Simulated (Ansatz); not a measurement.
**A Fermi-surface study of Cu (space group Fm-3m, No. 225)**

The calculation's input:

```yaml
crystal:
  lattice:
    - [0.0, 1.8075, 1.8075]
    - [1.8075, 0.0, 1.8075]
    - [1.8075, 1.8075, 0.0]
  atoms:
    - { symbol: Cu, position: [0.0, 0.0, 0.0] }
basis:
  ecutwfc: 420
kpoints:
  mp_grid: { grid: [18, 18, 18] }
hamiltonian:
  xc: pbe
scf:
  occupations: { method: gaussian, width: 0.05 }
output:
  forces: true
  eigenvalues: true
  eigenstates:
    nscf_kmesh: { grid: [34, 34, 34] }
    top_band: c6
    de_dk: true
    localisation: false
  stress: true
checkpoint:
  write: ck
  compress: false
  write_wavefunctions: false
  write_every: 100000
```

Launched as:

```sh
ansatz run input.yaml --threads 2 --pin off --max-ram 5120MiB --backend cpu --events-out ev --progress --plain --runs-dir out
```

Computed with DFT PBE, scalar-relativistic, plane waves, PAW; levels and slopes on a dense k mesh at the converged density in Ansatz. No spin polarisation. k mesh for the levels: 34×34×34. The geometry was not relaxed.

### 1. The sheets

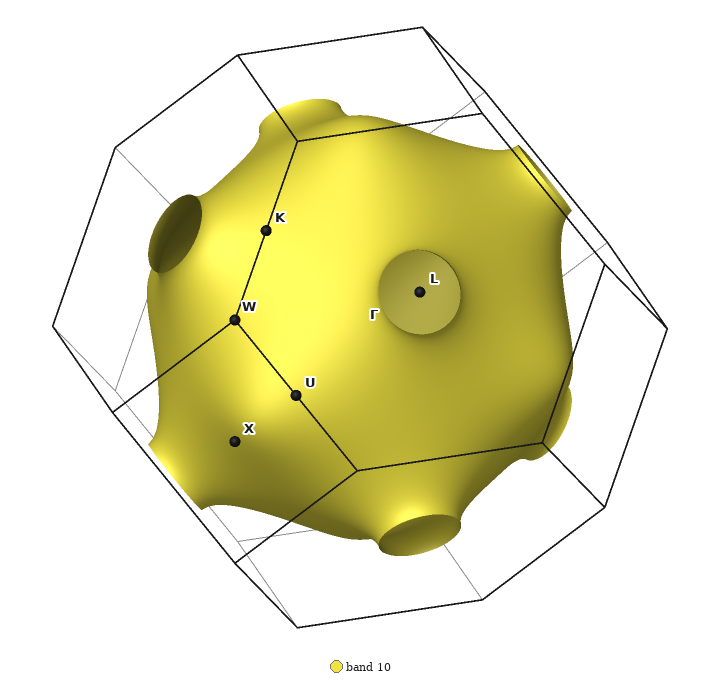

The figure shows the computed Fermi surface of this crystal. One band crosses. The brighter face of a sheet looks towards empty states.

> Summarise the topology of this Fermi surface.

One band crosses the Fermi level; this is a three-dimensional metal.

Band 10: an open network that joins neighbouring zones in all directions (the band is filled at Γ and L and empty at X).

> What does the calculation give for N(E_F) and the Drude plasma frequency?

The density of states at the Fermi level is 0.30 states/eV per primitive cell. The intraband plasma frequency is 8.9 eV in all directions.

### 2. Speeds

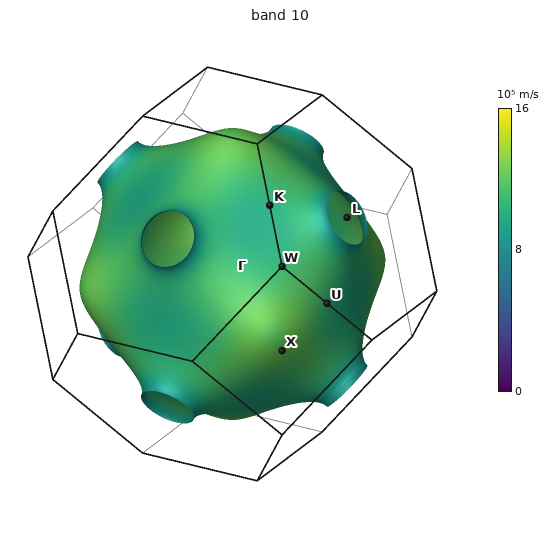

Fermi surface of this crystal, coloured by the Fermi speed.

> Give the range and mean of the Fermi speed for each band.

Band 10: 8.8 to 12 × 10⁵ m/s over most of the sheet, 11 × 10⁵ m/s on average over states.

### 3. Cuts and bands

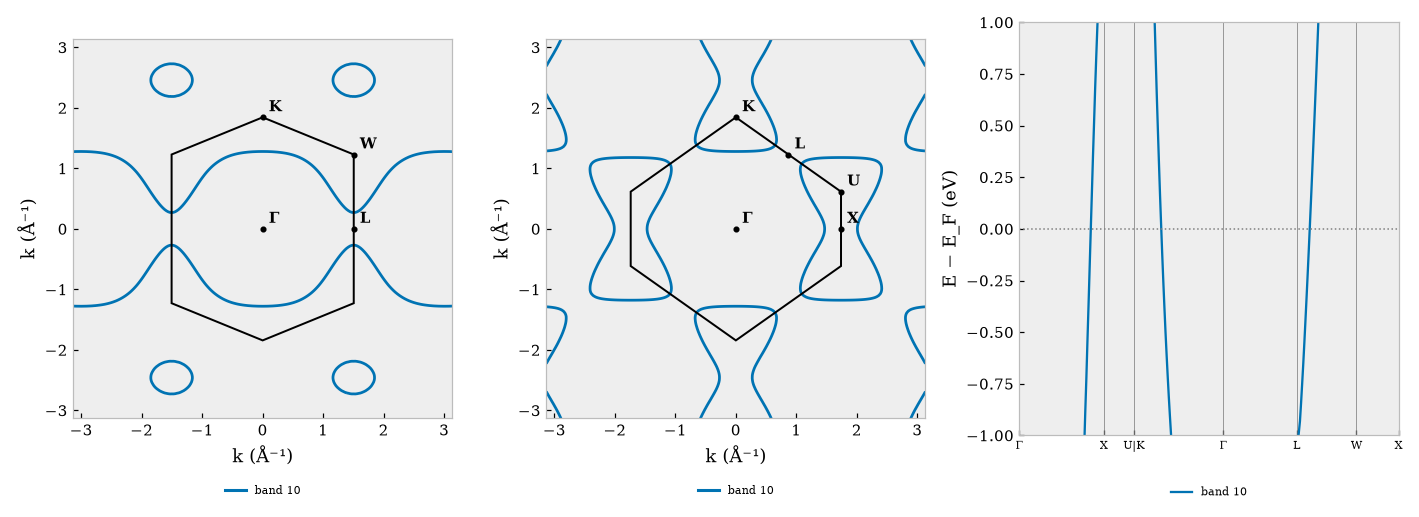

This crystal: cuts through the Fermi surface in the plane through Γ, L and W and the plane through Γ, X and L, and the bands that cross the Fermi level.

> For each band, read its level at the labelled points (eV from the Fermi level).

```json
{"band": "band 10", "Γ": "below", "X": "above", "L": "below"}
```

Negative values are filled states; "above" and "below" lie outside the plotted window.

Necks and pockets thinner than about two mesh steps aren't resolved, so separate pockets may in truth be joined.

Cost: 2.9 s on 2 threads of Intel(R) Xeon(R) 6975P-C (Granite Rapids), on a shared host, peak memory 0.38 GiB.
